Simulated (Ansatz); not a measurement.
**Energy of Ni along an even scaling of the cell**

System: Ni (Im-3m, 1 atom in the cell).
Method: DFT, revPBE, plane waves (420 eV) with PAW, scalar-relativistic, no spin polarisation (Ansatz 0.2.0).

The 6 runs differ only in the geometry, by an even scaling of the cell at fixed fractional positions.

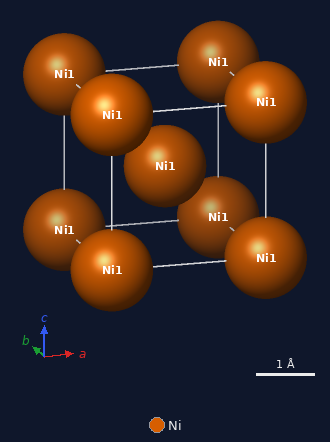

Figure 1. The structure of run 4 (spheres-only view of the cell 2 times as large as that of the calculation, set on its symmetry axes, seen slightly off an axis; atoms are numbered from 1 in the order of the input).

## Input of run 4
```yaml
crystal:
  lattice:
    - [-1.4075377952, 1.4075377952, 1.4075377952]
    - [1.4075377952, -1.4075377952, 1.4075377952]
    - [1.4075377952, 1.4075377952, -1.4075377952]
  atoms:
    - { symbol: Ni, position: [0.0, 0.0, 0.0] }
hamiltonian:
  xc: revpbe
  pseudopotentials:
    kind: paw
    azcp:
      Ni: "pseudopotentials/Ni.paw.azcp"
basis:
  ecutwfc: 420
  fft_grid_basis: typed
kpoints:
  mp_grid: { grid: [18, 18, 18], shift: [0, 0, 0] }
magnetization:
  spin_polarized: false
scf:
  occupations: { method: fermi_dirac, width: 0.1 }
  lower_state_search: "off"
output:
  stress: true
```

Lattice vectors (Å) and fractional positions of run 4:
```
  -1.407538    1.407538    1.407538
   1.407538   -1.407538    1.407538
   1.407538    1.407538   -1.407538
Ni  0.000000  0.000000  0.000000
```

Run 5 differs from it as follows:
```diff
-    - [-1.4075377952, 1.4075377952, 1.4075377952]
-    - [1.4075377952, -1.4075377952, 1.4075377952]
-    - [1.4075377952, 1.4075377952, -1.4075377952]
+    - [-1.4260601534, 1.4260601534, 1.4260601534]
+    - [1.4260601534, -1.4260601534, 1.4260601534]
+    - [1.4260601534, 1.4260601534, -1.4260601534]
```

## Results, with one run withheld

| run | volume per atom (Å³) | free energy per atom, from the lowest run given (meV) | pressure (GPa) |
| --- | --- | --- | --- |
| 1 | 9.816 | 116.51 | 31.71 |
| 2 | 10.262 | 47.29 | 18.53 |
| 3 | 10.708 | 10.76 | 8.13 |
| 4 | 11.154 | 0.00 | −0.08 |
| 5 | 11.600 | ? | ? |
| 6 | 12.493 | 73.38 | −15.63 |

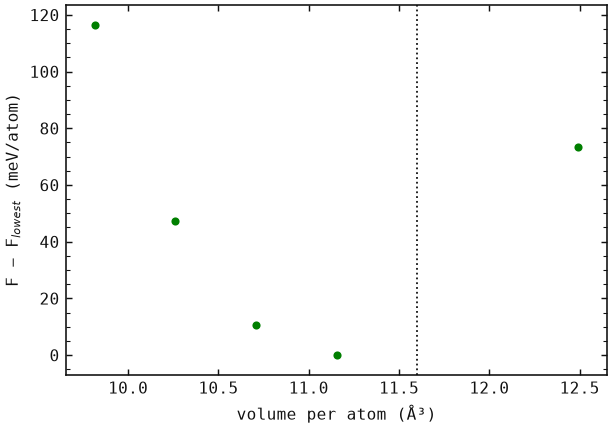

Figure 2. Free energy per atom of the runs given; the dotted line marks run 5.

Estimate the energy of run 5 from the others.

A cubic polynomial in V^(−2/3) (the Birch–Murnaghan form), fitted to the 5 runs given, misses them by at most 0.01 meV per atom. With x = V^(−2/3) − 0.20435 Å⁻², it reads F = 5.686 + 2867.5 x + 3.645e+05 x² + 8.1451e+05 x³ (meV per atom). At run 5 it gives 9.53 meV per atom, and the run itself gives 9.59. The slope of the fit gives a pressure −dF/dV of −6.53 GPa there, and the run prints −6.55 GPa. The fit has its minimum at 11.150 Å³ per atom, where V d²F/dV² gives 182 GPa: the bulk modulus at this level, since symmetry fixes the shape and the positions.

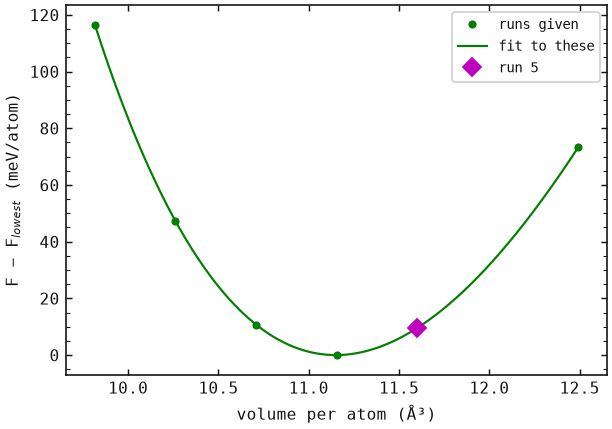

Figure 3. The fit and the withheld run.

## Output, shortened to warnings, some set-up lines, iterations and results (run 5)
```
Basis set: ecut = 420 eV, 225 PW (Γ)
Symmetry: 48 space group operations
k-points: 195 of 5832
Initial density: superposition of atomic densities (neutral atoms: chi_scale 0, normalization atom), corrected by the library's trained network
[...]
SCF iter   1: F=—  HF=-5843.202178 eV  |F-HF|=—  |Δ(HF+E_count)|=         —  Δρ=6.06e-3  dr2=1.90e-3  ethr=1.77e-3  ⟨swp⟩=5.1  Hψ=13150  notcnv=0
SCF iter   2: F=—  HF=-5843.201920 eV  |F-HF|=—  |Δ(HF+E_count)|=   2.57e-4  Δρ=8.26e-4  dr2=3.29e-5  ethr=1.06e-5  ⟨swp⟩=2.2  Hψ=5628  notcnv=0
SCF iter   3: F=—  HF=-5843.201950 eV  |F-HF|=—  |Δ(HF+E_count)|=   2.98e-5  Δρ=4.31e-4  dr2=6.60e-6  ethr=1.83e-7  ⟨swp⟩=1.4  Hψ=3012  notcnv=0
SCF iter   4: F=—  HF=-5843.201964 eV  |F-HF|=—  |Δ(HF+E_count)|=   1.37e-5  Δρ=5.59e-5  dr2=2.20e-7  ethr=3.67e-8  ⟨swp⟩=2.0  Hψ=3453  notcnv=0
SCF iter   5: F=-5843.201964 eV  HF=-5843.201964 eV  |F-HF|=8.01e-10  |Δ(HF+E_count)|=   3.26e-8  Δρ=3.40e-6  dr2=8.24e-10  ethr=1.22e-9  ⟨swp⟩=2.1  Hψ=3966  notcnv=0
SCF iter   6: F=-5843.201964 eV  HF=-5843.201964 eV  |F-HF|=3.64e-12  |Δ(HF+E_count)|=  1.06e-10  Δρ=3.12e-7  dr2=6.33e-12  ethr=4.58e-12  ⟨swp⟩=1.8  Hψ=7790  notcnv=0
SCF 1 converged in 6 iterations: F = -5843.201964 eV  dr2 = 6.33e-12
SCF converged after 6 iterations
Free energy (F): -5843.201964 eV
Harris-Foulkes:  -5843.201964 eV  (|F-HF|=3.64e-12)
Internal energy: -5843.127213 eV  (E = F + TS)
E sigma→0 (E₀):  -5843.164588 eV
Entropy (-TS):   -0.074750 eV (-74.750 meV/atom)
Fermi energy:    16.667812 eV
--- Per-component energies (eV) ---
  E_band       = -304.688714
  E_kinetic    = 281.148253
  E_local      = -3544.791253  (includes V_loc(G=0)·N_el)
  E_nonlocal   = 637.161654
  E_hartree    = 1478.835444
  E_xc         = -84.091612
  E_vxc        = -108.289125  (∫ρ·V_xc dr)
  E_paw        = -1634.838071  (= ΣΔE_a)
  E_vpaw       = -527.589371  (= ΣTr[D̂ρ^β])
  E_aug_tail   = 0.000429  (compensation charges beyond the density's cutoff)
  E_ewald      = -2976.520577
  E_core_change = -0.031482  (= ΣΔE_core)
  E_smearing   = -0.074750  (= −TS)
  E_closure    = -0.000000  (closes the sum)
  Σ components = -5843.201964   (vs F -5843.201964, Δ=0.00e0)
--- Stress (GPa, compression-positive) ---
       -6.549373       0.000000       0.000000
       -0.000000      -6.549373      -0.000000
       -0.000000       0.000000      -6.549373
  P = ⅓ Tr σ = -6.5494 GPa (-65.494 kbar)
```

Notes: The run has no spin polarisation, so a magnetic state may lie lower.
